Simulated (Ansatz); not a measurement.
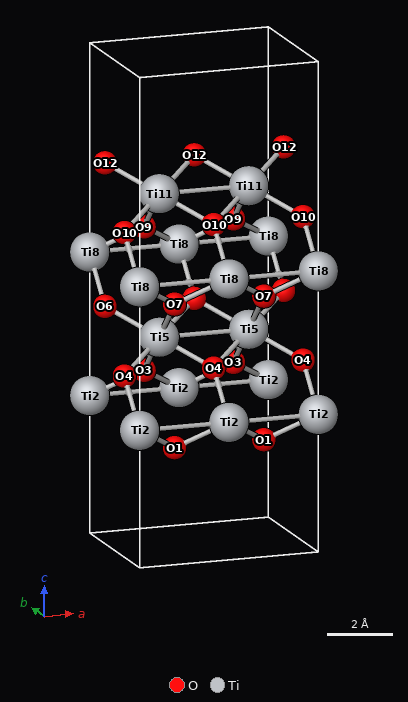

The starting structure (ball-and-stick view of the 2 × 1 repeat of the cell, with the vacuum cut short, seen slightly off an axis; atoms are numbered from 1 in the order of the input). An atom can appear more than once, as a periodic image. Near neighbours in the periodic cell (some may lie outside the picture): O has 2 Ti at 1.94 Å; Ti has 5 O at 1.94 to 1.98 Å and 2 Ti at 2.94 Å; O has 3 Ti at 1.94 to 1.98 Å; Ti has 6 O at 1.94 to 1.98 Å and 2 Ti at 2.94 Å.

# Run report: TiO2, geometry relaxation (part 1 of 3)

TiO2 (slab, 12 atoms in the cell), computed with DFT PBEsol, scalar-relativistic, plane waves, PAW, no spin polarisation (Ansatz 0.2.0).

The structure derives from an entry of the Crystallography Open Database. The input holds or restrains some coordinates. Forces given for the steps count only the free coordinates. It belongs to a series of runs on one base structure; here: clean slab, lower half held. Figures and captions count atoms from 1; the log counts them from 0 in places.

Input file:
```yaml
crystal:
  lattice:
    - [2.9389939955, 0.0, 0.0]
    - [0.0, 4.5912476256, 0.0]
    - [0.0, 0.0, 25.6826117518]
  atoms:
    - { symbol: O, position: [0.5, 0.195561257, 0.3309632245] }
    - { symbol: Ti, position: [0.0, 0.0, 0.3659234601] }
    - { symbol: O, position: [0.5, 0.804438743, 0.4008836957] }
    - { symbol: O, position: [0.0, 0.304438743, 0.4203475845] }
    - { symbol: Ti, position: [0.5, 0.5, 0.45530782] }
    - { symbol: O, position: [0.0, 0.695561257, 0.4902680556] }
    - { symbol: O, position: [0.5, 0.195561257, 0.5097319444] }
    - { symbol: Ti, position: [0.0, 0.0, 0.54469218] }
    - { symbol: O, position: [0.5, 0.804438743, 0.5796524155] }
    - { symbol: O, position: [0.0, 0.304438743, 0.5991163043] }
    - { symbol: Ti, position: [0.5, 0.5, 0.6340765399] }
    - { symbol: O, position: [0.0, 0.695561257, 0.6690367755] }
basis:
  ecutwfc: 420
kpoints:
  mp_grid: { grid: [9, 6, 1] }
hamiltonian:
  xc: pbesol
scf:
  occupations: { method: gaussian, width: 0.05 }
output:
  forces: true
  eigenvalues: true
  write_density: true
  write_potential: true
  elf: true
  volumetric_format: npy
relax:
  adjacent_minimum: "off"
  f_tol: 0.03
  max_steps: 70
  constraints: [{ sites: [0, 1, 2, 3, 4, 5] }]
efield:
  axis: 3
  dipole_correction: true
  ramp_width: 0.04
```

Launch command:
```bash
ansatz run input.yaml --threads 2 --pin off --max-ram 5120MiB --backend cpu --events-out ev --progress --plain --runs-dir out
```

The program's output:
```
Engine: ansatz 0.2.0, aarch64-unknown-linux-gnu
Pseudopotentials: kind: paw
Pseudopotential: O, paw, valence charge 6, recommended cutoff 420 eV (normal), O.paw.azcp
Pseudopotential: Ti, paw, valence charge 12, recommended cutoff 420 eV (normal), Ti.paw.azcp
Functional definition: PBEsol
  exchange = pbesol_x
  correlation = pbesol_c
Crystal: 12 atoms, lattice volume = 346.552 Å³
Basis set: ecut = 420 eV, 6743 PW (Γ), exchange–correlation on 40×64×360 points (8 copies of the dense FFT grid, shifted against one another)
Bands: 60, of which v1, the nominal top of the filled ones, is band 48 counted from 1 (47 counted from 0)
Symmetry: 2 space group operations
k-points: 20 of 54 (time reversal used)
Non-local potential: O, projectors of the file, l = 0: 2, l = 1: 2, l = 2: 1
Non-local potential: Ti, projectors of the file, l = 0: 3, l = 1: 2, l = 2: 3, l = 3: 1
PAW form: soft (Blöchl's): semilocal exchange-correlation on the pseudo side does not see the compensation charge
PAW frozen core: O, regenerated for the run's functional, and the local potential with it (the file was generated under x = pbe(κ = 0.804, μ = 0.2195149727645171), c = pbe(β = 0.06672455060314922))
PAW frozen core: Ti, regenerated for the run's functional, and the local potential with it (the file was generated under x = pbe(κ = 0.804, μ = 0.2195149727645171), c = pbe(β = 0.06672455060314922))
PAW one-centre angular grid: O, 110 points (default); XC on 64 Gauss nodes
PAW one-centre angular grid: Ti, 590 points (default); XC on 64 Gauss nodes
Initial density: superposition of atomic densities (neutral atoms: chi_scale 0, normalization atom), corrected by the library's trained network
Initial wavefunctions: pseudopotential atomic-orbital guess
Functional: x = pbesol(κ = 0.804, μ = 0.12345679012345678), c = pbesol(β = 0.046)
SCF iter   1: F=—  HF=-14396.539895 eV  |F-HF|=—  |Δ(HF+E_count)|=         —  Δρ=1.10e-2  dr2=3.60e-1  ethr=1.77e-3  p=-0.000 e·Å  D=-9.57e-15 V/Å  ΔV_dip=0.00 eV  dr2_dipole=1.65e-8  V_vac-E_F(+/−)=6.33/6.33 eV  ⟨swp⟩=7.5  Hψ=5281  notcnv=0
efield: sawtooth ramp at fractional position 0.9800 (placed from the atoms, in the widest stretch of the axis that holds none; the zero of the levels goes with the place), width 0.0400; the density the first Hamiltonian is built on has a dipole p = -0.000 e·Å; the dipole correction subtracts the counter field D = -9.57e-15 V/Å, which shifts the + side's vacuum level by +0.00 eV against the − side's; the planar-averaged density in the ramp window peaks in size at 1.2e-6 e/Å³
preconditioner: auto → Resta (q_TF=auto, 2.203 Å⁻¹)  ε∞=4.1  [insulator: Δε(μ)=2.144 eV  Ē_g=9.108 eV  σ=0.050 eV  W_gap=1.00  n_scr=58 (ndim 8)  ℏωp=16.0 eV  f_vac=0.599  D(μ)=0.00/eV (n_scr^D=0)  ε∞_Penn≈4.1  vacuum switching on, ρ_ref=6.0e-3 e/Å³]
SCF iter   2: F=—  HF=-14396.513128 eV  |F-HF|=—  |Δ(HF+E_count)|=   2.68e-2  Δρ=8.68e-3  dr2=2.70e-1  ethr=3.75e-4  p=-0.000 e·Å  D=-1.90e-5 V/Å  ΔV_dip=0.00 eV  dr2_dipole=8.39e-9  V_vac-E_F(+/−)=6.40/6.40 eV  ⟨swp⟩=2.0  Hψ=2150  notcnv=0  defer=109
SCF iter   3: F=—  HF=-14396.471400 eV  |F-HF|=—  |Δ(HF+E_count)|=   4.17e-2  Δρ=2.07e-3  dr2=1.28e-2  ethr=2.81e-4  p=-0.000 e·Å  D=-1.12e-5 V/Å  ΔV_dip=0.00 eV  dr2_dipole=2.94e-9  V_vac-E_F(+/−)=6.45/6.44 eV  ⟨swp⟩=2.0  Hψ=1701  notcnv=0  defer=109
SCF iter   4: F=—  HF=-14396.470619 eV  |F-HF|=—  |Δ(HF+E_count)|=   7.80e-4  Δρ=1.26e-3  dr2=5.66e-3  ethr=1.33e-5  p=-0.000 e·Å  D=-1.74e-7 V/Å  ΔV_dip=0.00 eV  dr2_dipole=6.09e-10  V_vac-E_F(+/−)=6.47/6.47 eV  ⟨swp⟩=3.2  Hψ=2512  notcnv=0  defer=109
SCF iter   5: F=—  HF=-14396.470199 eV  |F-HF|=—  |Δ(HF+E_count)|=   4.20e-4  Δρ=3.77e-4  dr2=3.89e-4  ethr=5.90e-6  p=-0.000 e·Å  D=-9.07e-7 V/Å  ΔV_dip=0.00 eV  dr2_dipole=7.01e-11  V_vac-E_F(+/−)=6.48/6.48 eV  ⟨swp⟩=2.0  Hψ=1622  notcnv=0  defer=109
SCF iter   6: F=—  HF=-14396.470415 eV  |F-HF|=—  |Δ(HF+E_count)|=   2.16e-4  Δρ=8.22e-5  dr2=3.18e-5  ethr=4.05e-7  p=-0.000 e·Å  D=-5.96e-6 V/Å  ΔV_dip=0.00 eV  dr2_dipole=1.75e-9  V_vac-E_F(+/−)=6.48/6.47 eV  ⟨swp⟩=2.5  Hψ=1923  notcnv=0  defer=109
SCF iter   7: F=-14396.470429 eV  HF=-14396.470429 eV  |F-HF|=2.67e-7  |Δ(HF+E_count)|=   1.40e-5  Δρ=4.31e-5  dr2=7.81e-6  ethr=2.34e-8  p=0.000 e·Å  D=1.02e-6 V/Å  ΔV_dip=-0.00 eV  dr2_dipole=1.73e-10  V_vac-E_F(+/−)=6.47/6.47 eV  ⟨swp⟩=19.2  Hψ=12895  notcnv=0
SCF 1 converged in 7 iterations: F = -14396.470429 eV  dr2 = 7.81e-6
  greatest PAW one-centre occupation: 0.999 electrons in one spin orbital (limit 2), on the Ti atom at site 4 (counted from 0), in its partial waves of l = 0
relax step   1: F+E_penalty+E_count = -14396.47042925 eV  Δ(F+E_penalty+E_count) = +0.000e0 eV  max|allowed force component| = 3.837e0 eV/Å  Δτ_max = 0.0000 Å  (7 SCF iters, dr2 threshold 2.25e-5 eV, accepted)
Initial density: handed on by an earlier stage of this run
Initial wavefunctions: those handed on with the density
iter 1 solved again at ethr=1.91e-4 eV; its pass at ethr=3.10e-3 eV (dr2=1.83e-1 eV) is discarded
SCF iter   1: F=—  HF=-14396.934399 eV  |F-HF|=—  |Δ(HF+E_count)|=         —  Δρ=6.34e-3  dr2=1.86e-1  ethr=1.91e-4  p=0.000 e·Å  D=1.67e-6 V/Å  ΔV_dip=-0.00 eV  dr2_dipole=9.09e-3  V_vac-E_F(+/−)=6.47/6.47 eV  ⟨swp⟩=1.5  Hψ=3768  notcnv=0  defer=104
efield: sawtooth ramp at fractional position 0.9800 (handed on by an earlier solve), width 0.0400; the density the first Hamiltonian is built on has a dipole p = 0.000 e·Å; the dipole correction subtracts the counter field D = 1.67e-6 V/Å, which shifts the + side's vacuum level by -0.00 eV against the − side's; the planar-averaged density in the ramp window peaks in size at 2.3e-6 e/Å³
preconditioner: auto → Resta (q_TF=auto, 2.203 Å⁻¹)  ε∞=4.0  [insulator: Δε(μ)=2.297 eV  Ē_g=9.277 eV  σ=0.050 eV  W_gap=1.00  n_scr=58 (ndim 8)  ℏωp=16.0 eV  f_vac=0.600  D(μ)=0.00/eV (n_scr^D=0)  ε∞_Penn≈4.0  vacuum switching on, ρ_ref=6.2e-3 e/Å³]
SCF iter   2: F=—  HF=-14396.884841 eV  |F-HF|=—  |Δ(HF+E_count)|=   4.96e-2  Δρ=3.40e-3  dr2=5.14e-2  ethr=1.91e-4  p=-0.026 e·Å  D=-1.36e-2 V/Å  ΔV_dip=0.35 eV  dr2_dipole=1.82e-4  V_vac-E_F(+/−)=6.77/6.42 eV  ⟨swp⟩=3.1  Hψ=1881  notcnv=0  defer=104
SCF iter   3: F=—  HF=-14396.876367 eV  |F-HF|=—  |Δ(HF+E_count)|=   8.47e-3  Δρ=3.30e-3  dr2=4.48e-2  ethr=5.35e-5  p=-0.021 e·Å  D=-1.10e-2 V/Å  ΔV_dip=0.28 eV  dr2_dipole=1.22e-3  V_vac-E_F(+/−)=6.72/6.44 eV  ⟨swp⟩=2.0  Hψ=1994  notcnv=0  defer=110
SCF iter   4: F=—  HF=-14396.869934 eV  |F-HF|=—  |Δ(HF+E_count)|=   6.43e-3  Δρ=1.01e-3  dr2=4.25e-3  ethr=4.67e-5  p=-0.027 e·Å  D=-1.43e-2 V/Å  ΔV_dip=0.37 eV  dr2_dipole=2.18e-6  V_vac-E_F(+/−)=6.80/6.43 eV  ⟨swp⟩=2.0  Hψ=1764  notcnv=0  defer=110
SCF iter   5: F=—  HF=-14396.869568 eV  |F-HF|=—  |Δ(HF+E_count)|=   3.66e-4  Δρ=3.01e-4  dr2=2.50e-4  ethr=4.43e-6  p=-0.029 e·Å  D=-1.50e-2 V/Å  ΔV_dip=0.38 eV  dr2_dipole=5.55e-7  V_vac-E_F(+/−)=6.82/6.44 eV  ⟨swp⟩=2.1  Hψ=1711  notcnv=0  defer=110
SCF iter   6: F=—  HF=-14396.869763 eV  |F-HF|=—  |Δ(HF+E_count)|=   1.95e-4  Δρ=1.41e-4  dr2=7.46e-5  ethr=2.60e-7  p=-0.029 e·Å  D=-1.54e-2 V/Å  ΔV_dip=0.39 eV  dr2_dipole=7.38e-8  V_vac-E_F(+/−)=6.83/6.43 eV  ⟨swp⟩=2.3  Hψ=1764  notcnv=0  defer=110
SCF iter   7: F=-14396.869778 eV  HF=-14396.869778 eV  |F-HF|=5.09e-8  |Δ(HF+E_count)|=   1.45e-5  Δρ=5.65e-5  dr2=9.34e-6  ethr=7.77e-8  p=-0.030 e·Å  D=-1.54e-2 V/Å  ΔV_dip=0.40 eV  dr2_dipole=2.87e-8  V_vac-E_F(+/−)=6.83/6.43 eV  ⟨swp⟩=22.2  Hψ=13205  notcnv=0
SCF 2 converged in 7 iterations: F = -14396.869778 eV  dr2 = 9.34e-6
  greatest PAW one-centre occupation: 0.999 electrons in one spin orbital (limit 2), on the Ti atom at site 7 (counted from 0), in its partial waves of l = 0
relax step   2: F+E_penalty+E_count = -14396.86977766 eV  Δ(F+E_penalty+E_count) = -3.993e-1 eV  max|allowed force component| = 2.349e0 eV/Å  Δτ_max = 0.1698 Å  (7 SCF iters, dr2 threshold 1.00e-4 eV, accepted)
iter 1 solved again at ethr=2.88e-4 eV; its pass at ethr=3.10e-3 eV (dr2=2.77e-1 eV) is discarded
SCF iter   1: F=—  HF=-14397.147966 eV  |F-HF|=—  |Δ(HF+E_count)|=         —  Δρ=9.79e-3  dr2=2.79e-1  ethr=2.88e-4  p=-0.030 e·Å  D=-1.54e-2 V/Å  ΔV_dip=0.40 eV  dr2_dipole=2.40e-3  V_vac-E_F(+/−)=6.78/6.39 eV  ⟨swp⟩=1.4  Hψ=4071  notcnv=0  defer=114
efield: sawtooth ramp at fractional position 0.9800 (handed on by an earlier solve), width 0.0400; the density the first Hamiltonian is built on has a dipole p = -0.030 e·Å; the dipole correction subtracts the counter field D = -1.54e-2 V/Å, which shifts the + side's vacuum level by +0.40 eV against the − side's; the planar-averaged density in the ramp window peaks in size at 3.5e-7 e/Å³
preconditioner: auto → Resta (q_TF=auto, 2.203 Å⁻¹)  ε∞=3.9  [insulator: Δε(μ)=2.298 eV  Ē_g=9.321 eV  σ=0.050 eV  W_gap=1.00  n_scr=58 (ndim 8)  ℏωp=16.0 eV  f_vac=0.597  D(μ)=0.00/eV (n_scr^D=0)  ε∞_Penn≈3.9  vacuum switching on, ρ_ref=6.3e-3 e/Å³]
SCF iter   2: F=—  HF=-14397.064084 eV  |F-HF|=—  |Δ(HF+E_count)|=   8.39e-2  Δρ=4.79e-3  dr2=7.03e-2  ethr=2.88e-4  p=-0.014 e·Å  D=-7.10e-3 V/Å  ΔV_dip=0.18 eV  dr2_dipole=3.13e-4  V_vac-E_F(+/−)=6.58/6.40 eV  ⟨swp⟩=3.0  Hψ=2017  notcnv=0  defer=114
SCF iter   3: F=—  HF=-14397.056570 eV  |F-HF|=—  |Δ(HF+E_count)|=   7.51e-3  Δρ=4.51e-3  dr2=7.65e-2  ethr=7.32e-5  p=-0.003 e·Å  D=-1.48e-3 V/Å  ΔV_dip=0.04 eV  dr2_dipole=5.40e-5  V_vac-E_F(+/−)=6.43/6.39 eV  ⟨swp⟩=2.0  Hψ=2071  notcnv=0  defer=116
SCF iter   4: F=—  HF=-14397.044832 eV  |F-HF|=—  |Δ(HF+E_count)|=   1.17e-2  Δρ=1.15e-3  dr2=5.06e-3  ethr=7.32e-5  p=-0.001 e·Å  D=-4.03e-4 V/Å  ΔV_dip=0.01 eV  dr2_dipole=2.33e-4  V_vac-E_F(+/−)=6.41/6.40 eV  ⟨swp⟩=2.7  Hψ=1813  notcnv=0  defer=116
SCF iter   5: F=—  HF=-14397.044446 eV  |F-HF|=—  |Δ(HF+E_count)|=   3.86e-4  Δρ=6.05e-4  dr2=1.28e-3  ethr=5.27e-6  p=0.004 e·Å  D=2.13e-3 V/Å  ΔV_dip=-0.05 eV  dr2_dipole=3.01e-5  V_vac-E_F(+/−)=6.35/6.41 eV  ⟨swp⟩=2.2  Hψ=1790  notcnv=0  defer=116
SCF iter   6: F=—  HF=-14397.044387 eV  |F-HF|=—  |Δ(HF+E_count)|=   5.89e-5  Δρ=1.87e-4  dr2=1.23e-4  ethr=1.33e-6  p=0.004 e·Å  D=2.12e-3 V/Å  ΔV_dip=-0.05 eV  dr2_dipole=2.43e-8  V_vac-E_F(+/−)=6.35/6.40 eV  ⟨swp⟩=2.1  Hψ=1697  notcnv=0  defer=114
SCF iter   7: F=—  HF=-14397.044412 eV  |F-HF|=—  |Δ(HF+E_count)|=   2.51e-5  Δρ=1.16e-4  dr2=5.43e-5  ethr=1.04e-7  p=0.004 e·Å  D=2.28e-3 V/Å  ΔV_dip=-0.06 eV  dr2_dipole=2.94e-8  V_vac-E_F(+/−)=6.35/6.40 eV  ⟨swp⟩=20.2  Hψ=12236  notcnv=0
SCF iter   8: F=-14397.044417 eV  HF=-14397.044419 eV  |F-HF|=2.17e-6  |Δ(HF+E_count)|=   6.74e-6  Δρ=5.33e-5  dr2=1.06e-5  ethr=5.65e-8  p=0.005 e·Å  D=2.38e-3 V/Å  ΔV_dip=-0.06 eV  dr2_dipole=2.18e-7  V_vac-E_F(+/−)=6.34/6.40 eV  ⟨swp⟩=15.0  Hψ=11544  notcnv=0
SCF 3 converged in 8 iterations: F = -14397.044417 eV  dr2 = 1.06e-5
relax step   3: F+E_penalty+E_count = -14397.04441667 eV  Δ(F+E_penalty+E_count) = -1.746e-1 eV  max|allowed force component| = 7.103e-1 eV/Å  Δτ_max = 0.1184 Å  (8 SCF iters, dr2 threshold 1.00e-4 eV, accepted)
iter 1 solved again at ethr=3.46e-4 eV; its pass at ethr=3.10e-3 eV (dr2=3.32e-1 eV) is discarded
SCF iter   1: F=—  HF=-14397.219760 eV  |F-HF|=—  |Δ(HF+E_count)|=         —  Δρ=1.03e-2  dr2=3.33e-1  ethr=3.46e-4  p=0.005 e·Å  D=2.38e-3 V/Å  ΔV_dip=-0.06 eV  dr2_dipole=3.66e-3  V_vac-E_F(+/−)=6.39/6.46 eV  ⟨swp⟩=1.1  Hψ=4709  notcnv=0  defer=86
efield: sawtooth ramp at fractional position 0.9800 (handed on by an earlier solve), width 0.0400; the density the first Hamiltonian is built on has a dipole p = 0.005 e·Å; the dipole correction subtracts the counter field D = 2.38e-3 V/Å, which shifts the + side's vacuum level by -0.06 eV against the − side's; the planar-averaged density in the ramp window peaks in size at 2.3e-6 e/Å³
preconditioner: auto → Resta (q_TF=auto, 2.203 Å⁻¹)  ε∞=3.9  [insulator: Δε(μ)=2.352 eV  Ē_g=9.435 eV  σ=0.050 eV  W_gap=1.00  n_scr=58 (ndim 8)  ℏωp=16.0 eV  f_vac=0.605  D(μ)=0.00/eV (n_scr^D=0)  ε∞_Penn≈3.9  vacuum switching on, ρ_ref=6.5e-3 e/Å³]
SCF iter   2: F=—  HF=-14397.136795 eV  |F-HF|=—  |Δ(HF+E_count)|=   8.30e-2  Δρ=5.47e-3  dr2=8.36e-2  ethr=3.46e-4  p=-0.013 e·Å  D=-6.83e-3 V/Å  ΔV_dip=0.18 eV  dr2_dipole=1.68e-5  V_vac-E_F(+/−)=6.59/6.42 eV  ⟨swp⟩=3.2  Hψ=2255  notcnv=0  defer=96
SCF iter   3: F=—  HF=-14397.125332 eV  |F-HF|=—  |Δ(HF+E_count)|=   1.15e-2  Δρ=3.99e-3  dr2=5.85e-2  ethr=8.71e-5  p=-0.017 e·Å  D=-8.93e-3 V/Å  ΔV_dip=0.23 eV  dr2_dipole=1.80e-5  V_vac-E_F(+/−)=6.64/6.42 eV  ⟨swp⟩=2.3  Hψ=2054  notcnv=0  defer=103
SCF iter   4: F=—  HF=-14397.116375 eV  |F-HF|=—  |Δ(HF+E_count)|=   8.96e-3  Δρ=1.13e-3  dr2=4.33e-3  ethr=6.09e-5  p=-0.018 e·Å  D=-9.60e-3 V/Å  ΔV_dip=0.25 eV  dr2_dipole=2.56e-4  V_vac-E_F(+/−)=6.67/6.42 eV  ⟨swp⟩=2.1  Hψ=1786  notcnv=0  defer=106
SCF iter   5: F=—  HF=-14397.115977 eV  |F-HF|=—  |Δ(HF+E_count)|=   3.98e-4  Δρ=5.45e-4  dr2=9.65e-4  ethr=4.51e-6  p=-0.023 e·Å  D=-1.22e-2 V/Å  ΔV_dip=0.31 eV  dr2_dipole=1.08e-5  V_vac-E_F(+/−)=6.73/6.42 eV  ⟨swp⟩=2.5  Hψ=1779  notcnv=0  defer=108
SCF iter   6: F=—  HF=-14397.116012 eV  |F-HF|=—  |Δ(HF+E_count)|=   3.50e-5  Δρ=2.42e-4  dr2=2.07e-4  ethr=1.01e-6  p=-0.024 e·Å  D=-1.24e-2 V/Å  ΔV_dip=0.32 eV  dr2_dipole=9.72e-7  V_vac-E_F(+/−)=6.74/6.42 eV  ⟨swp⟩=2.0  Hψ=1674  notcnv=0  defer=108
SCF iter   7: F=-14397.116034 eV  HF=-14397.116024 eV  |F-HF|=1.00e-5  |Δ(HF+E_count)|=   1.20e-5  Δρ=7.87e-5  dr2=2.56e-5  ethr=4.81e-8  p=-0.024 e·Å  D=-1.26e-2 V/Å  ΔV_dip=0.32 eV  dr2_dipole=1.84e-7  V_vac-E_F(+/−)=6.74/6.42 eV  ⟨swp⟩=19.9  Hψ=12419  notcnv=0
SCF 4 converged in 7 iterations: F = -14397.116034 eV  dr2 = 2.56e-5
relax step   4: F+E_penalty+E_count = -14397.11603414 eV  Δ(F+E_penalty+E_count) = -7.162e-2 eV  max|allowed force component| = 6.782e-1 eV/Å  Δτ_max = 0.1800 Å  (7 SCF iters, dr2 threshold 4.61e-5 eV, accepted)
```
